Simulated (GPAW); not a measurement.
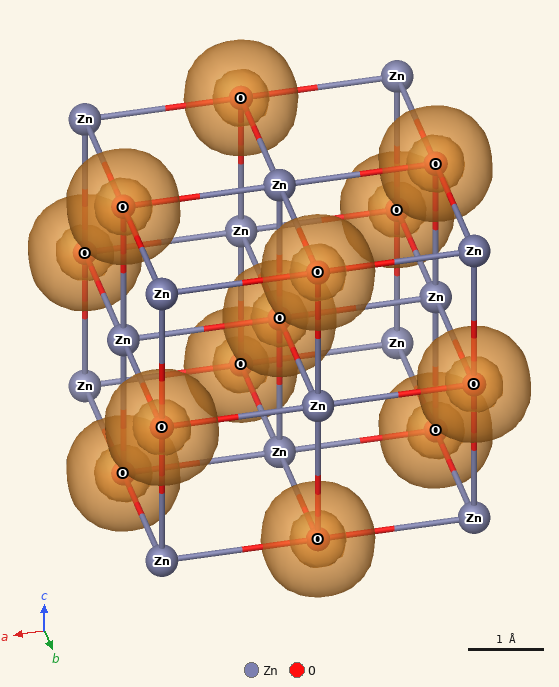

ZnO. Isosurface of the electron localisation function at 0.75 (orange), seen at an oblique angle. Core shells and regions of very low density are left out. Sticks mark near contacts.

Space group Fm-3m; a structure from a database of computed crystals, not necessarily the ambient phase.

These are results of Kohn-Sham DFT of a periodic cell, PBE, GPAW PAW data sets (gpaw-data 1.2.1) (GPAW), not measurements.

In a PAW calculation such maps are meaningful between the atoms, not at the nuclei.

```
CELL_PARAMETERS angstrom
4.33888 0.00000 0.00000
0.00000 4.33888 0.00000
0.00000 0.00000 4.33888
ATOMIC_POSITIONS crystal
Zn 0.00000 0.00000 0.00000
Zn 0.50000 0.50000 0.00000
Zn 0.50000 0.00000 0.50000
Zn 0.00000 0.50000 0.50000
O 0.50000 0.00000 0.00000
O 0.00000 0.50000 0.00000
O 0.00000 0.00000 0.50000
O 0.50000 0.50000 0.50000
```

### Identify the bonds, lone pairs and shells in this picture.

The ELF exceeds this value in four regions wrapped around O (the valence shell of each), counted in one cell of 8 atoms. Regions shared between cells count once. Along the contacts the grid gives the following. Zn–O (2.17 Å): the ELF peaks at about 0.85 in the valence shell of O, 0.6 Å from its nucleus, and is about 0.20 at the midpoint: no shared electron pair shows on this line.

### Metal or insulator at this level of theory?

It is gapped, with a Kohn–Sham gap of 0.75 eV on the k-point mesh (the band edges may lie off the mesh, which would make the gap smaller).
